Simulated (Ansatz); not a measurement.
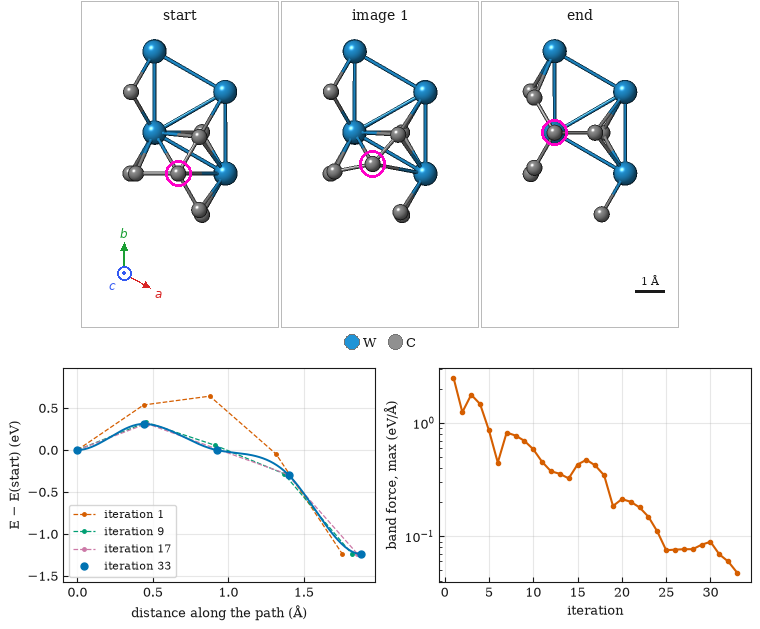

A nudged-elastic-band calculation for C on WC(001) (25 atoms in the cell). Images are numbered from 0 (start) to 4 (end). The plot follows the band through its iterations. The picture is a ball-and-stick view of the simulation cell, with the vacuum cut short (origin moved), seen along the c axis. The moving atom is ringed, with any periodic copies. Bonds to atoms that aren't drawn are left out.

Computed with Ansatz 0.2.0, DFT PBE, scalar-relativistic, plane waves, PAW. Settings: plane-wave cutoff 420 eV; k-point mesh 3 × 3 × 1; Gaussian smearing 0.15 eV; 8 atoms held fixed; 3 movable images; climbing image; force threshold 0.05 eV/Å; iteration limit 50; spring constant 50.0 eV/Å²; optimiser FIRE.

**How did the profile develop, and is the result final?**

The run is converged, with reservations. The band converged in 33 iterations. The largest component of the band force went from 2.5 to 0.048 eV/Å. The climbing image converged on the top of the path. Its curvatures weren't checked. The spring constant is far from the usual few eV/Å², which spoils the spacing or the steps. The first iteration put the highest image at 0.64 eV. The energy climbs by 0.31 eV to image 1 and then falls by 1.55 eV, so the end point sits at −1.24 eV.

Limits of the set-up: the periodic images lie only 5.7 Å apart, so the values are limited by the cell's size.

Cost: 23 min on 4 threads of Arm Neoverse V2 (shared host), peak memory 2.5 GiB.

PAW datasets: the set soft_1.
